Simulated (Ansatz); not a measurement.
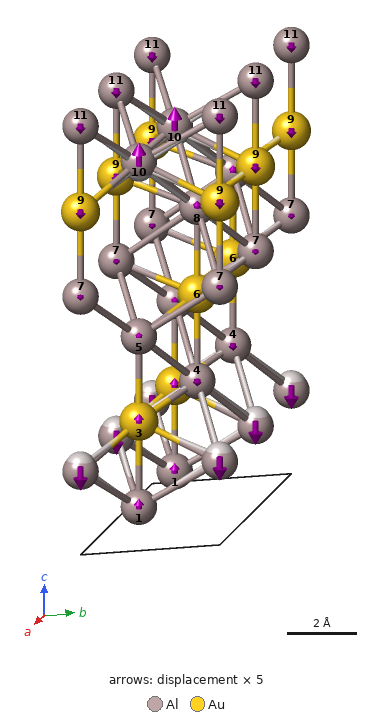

A (1 1 1) slab of Al₂Au as cut from the relaxed bulk, drawn pale, and a changed version of it, drawn solid. The purple arrows show how the atoms are displaced, magnified 5 times. A ball-and-stick model of the 2 × 1 repeat of the cell, outlined in the plane, without the vacuum, seen slightly off an axis.

The calculation used DFT PBEsol, scalar-relativistic, plane waves, PAW (Ansatz). Settings: plane-wave cutoff 420 eV; occupations gaussian; smearing width 0.1 eV; no spin polarisation. The k-mesh is chosen for each cell (9×9×10, 9×9×1).

> What was done to the structure, and with what result?

The atoms of the slab are relaxed at the bulk's in-plane cell. The slab isn't stoichiometric; relaxing it gains 0.052 J/m². The top spacing, between the Al and Al planes, goes from 1.73 to 1.53 Å (−11.8 %), the bottom one (Al to Al) from 1.73 to 1.53 Å (−11.8 %). The work function of the top face goes from 4.56 to 4.50 eV. The cell doesn't change. The largest moves relative to the layer's centre, 0.14 Å, are those of Al atoms. Largest moves by element: Al 0.14 Å, Au 0.06 Å. Among the bonded contacts that change: Al–Al 3.001 → 2.888 to 3.061 Å, Al–Au 2.599 → 2.567 to 2.674 Å.
